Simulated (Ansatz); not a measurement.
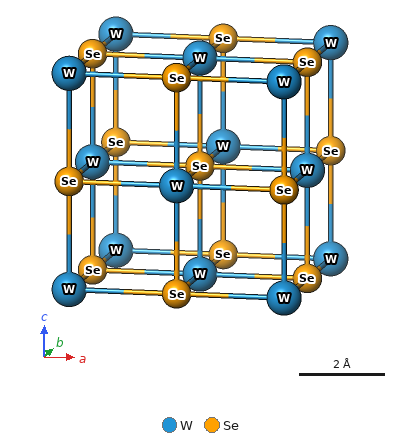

*The structure as given in the input (ball-and-stick view of the cell 4 times as large as that of the calculation, set on its symmetry axes, seen slightly off an axis).*

## Single-point calculation of WSe

- system: WSe (Fm-3m, 2 atoms in the cell)
- method: DFT, RPBE, plane waves, PAW, no spin polarisation (Ansatz 0.2.0)

The structure was made by swapping elements on the sites of another compound; it need not be a known phase.

The program's output:
```
Engine: ansatz 0.2.0, x86_64-unknown-linux-gnu
Pseudopotentials: kind: paw
Pseudopotential: W, paw, valence charge 14, recommended cutoff 420 eV (normal), W.paw.azcp
Pseudopotential: Se, paw, valence charge 16, recommended cutoff 420 eV (normal), Se.paw.azcp
Functional definition: RPBE
  parameter kappa = 0.804
  parameter beta = 0.06672455060314922
  exchange = rpbe_x(kappa = kappa, mu = beta*pi^2/3)
  correlation = pbe_c(beta = beta)
Crystal: 2 atoms, lattice volume = 35.777 Å³
Basis set: ecut = 420 eV, 725 PW (Γ), exchange–correlation on 50×50×50 points (8 copies of the dense FFT grid, shifted against one another)
Bands: 19, of which v1, the nominal top of the filled ones, is band 15 counted from 1 (14 counted from 0)
Symmetry: 48 space group operations
Space group: Fm-3m (ITA 225), of the structure as read, at distance tolerance 3.3e-5 Å
k-points: 195 of 5832
Non-local potential: W, projectors of the file, l = 0: 3, l = 1: 2, l = 2: 2, l = 3: 1
Non-local potential: Se, projectors of the file, l = 0: 2, l = 1: 2, l = 2: 3, l = 3: 1
PAW form: soft (Blöchl's): semilocal exchange-correlation on the pseudo side does not see the compensation charge
PAW frozen core: W, regenerated for the run's functional, and the local potential with it (the file was generated under x = pbe(κ = 0.804, μ = 0.2195149727645171), c = pbe(β = 0.06672455060314922))
PAW frozen core: Se, regenerated for the run's functional, and the local potential with it (the file was generated under x = pbe(κ = 0.804, μ = 0.2195149727645171), c = pbe(β = 0.06672455060314922))
PAW one-centre angular grid: W, 590 points (default); XC on 64 Gauss nodes
PAW one-centre angular grid: Se, 590 points (default); XC on 64 Gauss nodes
Initial density: superposition of atomic densities (neutral atoms: chi_scale 0, normalization atom), corrected by the library's trained network
Initial wavefunctions: pseudopotential atomic-orbital guess
Functional: x = rpbe, c = pbe(β = 0.06672455060314922)
SCF iter   1: F=—  HF=-15870.179033 eV  |F-HF|=—  |Δ(HF+E_count)|=         —  Δρ=5.50e-3  dr2=1.79e-2  ethr=1.77e-3  ⟨swp⟩=5.1  Hψ=17717  notcnv=0
preconditioner: auto → Kerker (q_TF=auto, 2.649 Å⁻¹)  [metal: Δε(μ)=0.002 eV  Ē_g=8.038 eV  σ=0.100 eV  W_gap=0.01  n_scr=14 (ndim 8)  ℏωp=21.5 eV  f_vac=0.000  D(μ)=3.17/eV (n_scr^D=50)]
SCF iter   2: F=—  HF=-15870.175508 eV  |F-HF|=—  |Δ(HF+E_count)|=   3.52e-3  Δρ=2.35e-3  dr2=3.32e-3  ethr=5.98e-5  ⟨swp⟩=1.0  Hψ=5272  notcnv=0
SCF iter   3: F=—  HF=-15870.174658 eV  |F-HF|=—  |Δ(HF+E_count)|=   8.50e-4  Δρ=7.18e-4  dr2=2.56e-4  ethr=1.11e-5  ⟨swp⟩=2.0  Hψ=4668  notcnv=0
SCF iter   4: F=—  HF=-15870.174589 eV  |F-HF|=—  |Δ(HF+E_count)|=   6.90e-5  Δρ=2.00e-4  dr2=1.55e-5  ethr=8.54e-7  ⟨swp⟩=2.5  Hψ=5921  notcnv=0
SCF iter   5: F=—  HF=-15870.174589 eV  |F-HF|=—  |Δ(HF+E_count)|=   5.71e-7  Δρ=8.14e-5  dr2=2.16e-6  ethr=5.15e-8  ⟨swp⟩=2.0  Hψ=6475  notcnv=0
SCF iter   6: F=—  HF=-15870.174589 eV  |F-HF|=—  |Δ(HF+E_count)|=   7.36e-7  Δρ=2.23e-5  dr2=1.66e-7  ethr=7.19e-9  ⟨swp⟩=2.0  Hψ=6363  notcnv=0
SCF iter   7: F=-15870.174589 eV  HF=-15870.174589 eV  |F-HF|=4.06e-9  |Δ(HF+E_count)|=   6.31e-8  Δρ=4.04e-6  dr2=4.46e-9  ethr=3.33e-10  ⟨swp⟩=4.3  Hψ=13719  notcnv=0
SCF 1 converged in 7 iterations: F = -15870.174589 eV  dr2 = 4.46e-9
  greatest PAW one-centre occupation: 1.000 electrons in one spin orbital (limit 2), on the Se atom at site 1 (counted from 0), in its partial waves of l = 2
SCF converged after 7 iterations
Free energy (F): -15870.174589 eV
Harris-Foulkes:  -15870.174589 eV  (|F-HF|=4.06e-9)
Internal energy: -15870.158798 eV  (E = F + TS)
E sigma→0 (E₀):  -15870.166694 eV
Entropy (-TS):   -0.015791 eV (-7.896 meV/atom)
Fermi energy:    17.631053 eV
--- Per-component energies (eV) ---
  E_band       = -420.142660
  E_kinetic    = 571.208701
  E_local      = -2762.452534  (includes V_loc(G=0)·N_el)
  E_nonlocal   = -592.374834
  E_hartree    = 1303.468085
  E_xc         = -370.621970
  E_vxc        = -335.825959  (∫ρ·V_xc dr)
  E_paw        = -10494.558696  (= ΣΔE_a)
  E_vpaw       = 92.366655  (= ΣTr[D̂ρ^β])
  E_aug_tail   = -0.000654  (compensation charges beyond the density's cutoff)
  E_ewald      = -3524.534722
  E_core_change = -0.292173  (= ΣΔE_core)
  E_smearing   = -0.015791  (= −TS)
  E_closure    = 0.000000  (closes the sum)
  Σ components = -15870.174589   (vs F -15870.174589, Δ=0.00e0)
--- Forces (eV/Å), atoms counted from 1 ---
  atom   1  W     -0.00000000     0.00000000     0.00000000
  atom   2  Se     0.00000000    -0.00000000     0.00000000
  max |Σ_I F_I| component: 1.39e-29 eV/Å
--- Stress (GPa, compression-positive) ---
        2.498732       0.000000       0.000000
        0.000000       2.498732       0.000000
        0.000000       0.000000       2.498732
  P = ⅓ Tr σ = 2.4987 GPa (24.987 kbar)
--- Band table (eV; the first three rows and the last of 195) ---
  k-point 0: bands = ["-56.9167", "-31.9294", "-31.9294", "-31.9156", "-31.9156", "-31.9156", "-21.1924", "-21.1924", "-21.1924", "1.0086", "14.9182", "14.9182", "14.9182", "15.4625", "15.4625", "15.4625", "15.9571", "15.9571", "19.0104"]
  k-point 1: bands = ["-56.9166", "-31.9294", "-31.9294", "-31.9156", "-31.9156", "-31.9156", "-21.1952", "-21.1926", "-21.1926", "1.0502", "14.3691", "14.5017", "14.5017", "15.5552", "15.5552", "15.7527", "16.3944", "16.3944", "19.3066"]
  k-point 2: bands = ["-56.9164", "-31.9295", "-31.9295", "-31.9156", "-31.9156", "-31.9156", "-21.2034", "-21.1931", "-21.1931", "1.1728", "13.4719", "13.8823", "13.8823", "15.7058", "15.7058", "16.0154", "17.1997", "17.1997", "20.0491"]
  k-point 194: bands = ["-56.9132", "-31.9298", "-31.9289", "-31.9153", "-31.9150", "-31.9143", "-21.2530", "-21.2449", "-21.2244", "2.6618", "11.1852", "11.1983", "11.4657", "16.7236", "17.4230", "17.4756", "18.4384", "18.8567", "23.8493"]
```

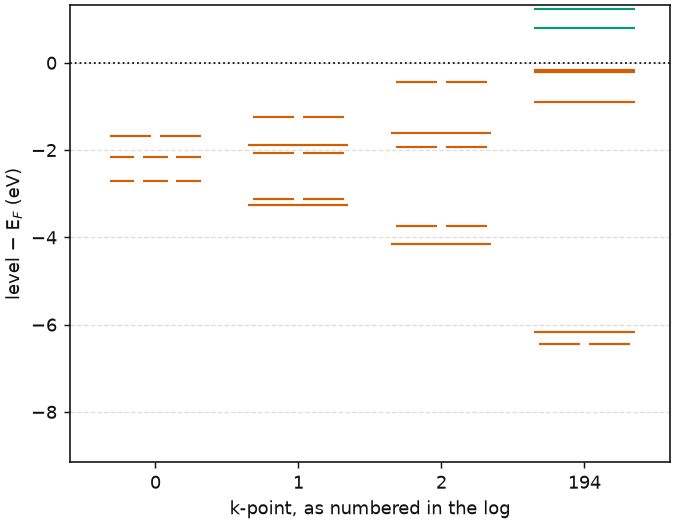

*Kohn–Sham levels near the Fermi level (dotted) at the few k-points that the log prints; levels within 0.02 eV of each other stand side by side.*

The system is metallic on the full mesh.

The run was set up as follows.

Input:
```yaml
crystal:
  lattice:
    - [0.0, 2.6153187715, 2.6153187715]
    - [2.6153187715, 0.0, 2.6153187715]
    - [2.6153187715, 2.6153187715, 0.0]
  atoms:
    - { symbol: W, position: [0.0, 0.0, 0.0] }
    - { symbol: Se, position: [0.5, 0.5, 0.5] }
kpoints:
  mp_grid: { grid: [18, 18, 18] }
hamiltonian:
  xc: rpbe
scf:
  occupations: { method: gaussian, width: 0.1 }
output:
  forces: true
  eigenvalues: true
  stress: true
```

Launch command:
```bash
ansatz run input.yaml --threads 1 --pin off --max-ram 2560MiB --backend cpu --events-out ev --progress --plain --runs-dir out
```

Results in brief:

- outcome: converged
- space group (tolerance 0.01 Å): Fm-3m (225)
- electrons treated: 30
- free energy: −15870.1746 eV
- Fermi energy: 17.631 eV
- gap on the k-point mesh: none (metallic)
- pressure: 2.50 GPa
- largest force (length of the vector): under 0.001 eV/Å
- hardware: 1 thread of Intel Xeon @ 2.50GHz (Skylake/Cascade Lake), 192 GiB of memory available, shared host
- wall time: 11 s
- peak memory: 0.46 GiB

Notes:

Settings chosen away from the usual ones: hamiltonian.xc set to rpbe (from pbe); basis.ecutwfc removed. Spin–orbit coupling is left out, which matters for W.
